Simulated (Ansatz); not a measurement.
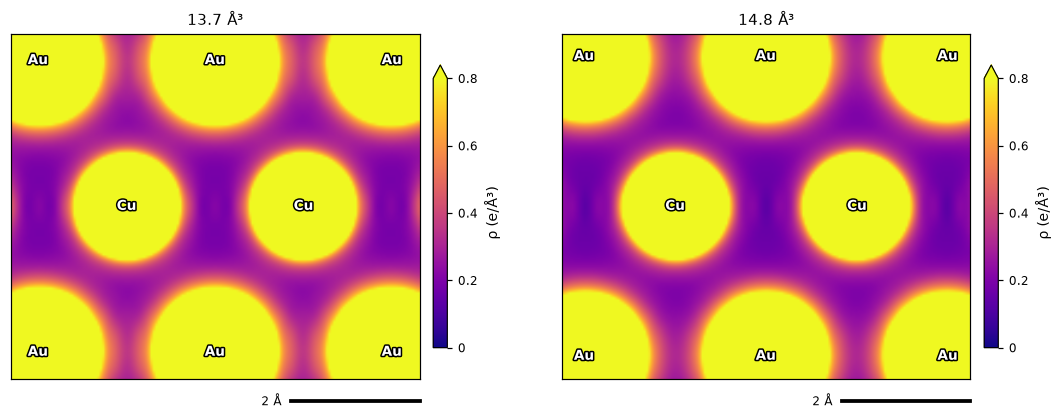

CuAu. The valence charge density (pseudo) of cells scaled evenly to different volumes (given per atom above each panel), on the (011) plane of each (indices in the axes of the cell below), at one length scale and on one colour scale.

All numbers below come from Kohn-Sham DFT of a periodic cell, HSE06, Ansatz PAW (Ansatz 0.2.0).

The largest cell:

```
Au Cu
1.0
     2.82936    0.00000    0.00000
     0.00000    2.82936    0.00000
     0.00000    0.00000    3.70940
Au Cu
1 1
Direct
  0.00000 0.00000 0.00000
  0.50000 0.50000 0.50000
```

| volume (Å³/atom) | Cu–Au contact in the plane (Å) | ρ at its midpoint (e/Å³) | pressure (GPa) | 
| --- | --- | --- | --- |
| 13.68 | 2.655 | 0.322 | 13.7 | 
| 14.27 | 2.692 | ? | ? | 
| 14.85 | 2.728 | 0.281 | −0.1 | 

**What values belong in the row with question marks?**

Over the known rows ln ρ falls by 1.87 per Å of Cu–Au distance (the line through the two), which gives 0.301 e/Å³ at 2.692 Å; the calculation gives 0.300 e/Å³. For the pressure, a straight line in volume between the neighbouring rows gives 6.7 GPa; the calculation gives 5.9, lower because pressure rises ever faster on compression.
